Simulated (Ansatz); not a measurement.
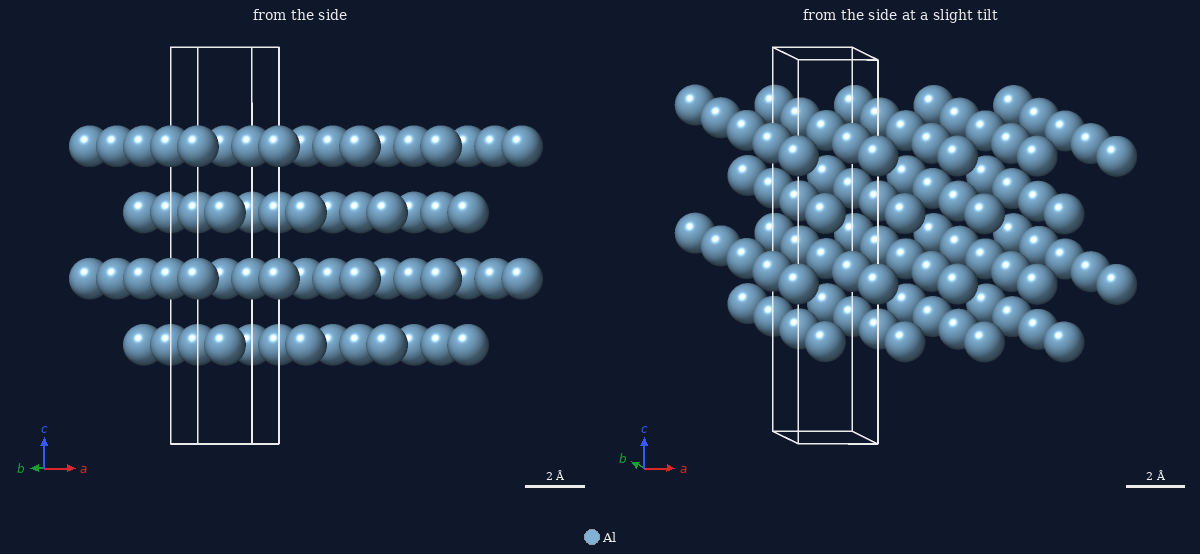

A spheres-only picture of a periodic slab, seen from the side and from the side at a slight tilt. The surface normal points up in side views; the box is the simulation cell. 4×4 cells are drawn in the plane, with atoms at the edges repeated.

The cell holds 4 Al.

**What is the slab's thickness, atom centre to atom centre?**

About 7 Å from the lowest to the highest atom, with about 7 Å of vacuum to the next image.

**What layers make up the slab, from top to bottom?**

Four planes: Al / Al / Al / Al.

Provenance: a structure listed in the Materials Project. The cell was then strained or its atoms displaced on purpose. It went into a calculation with Ansatz.
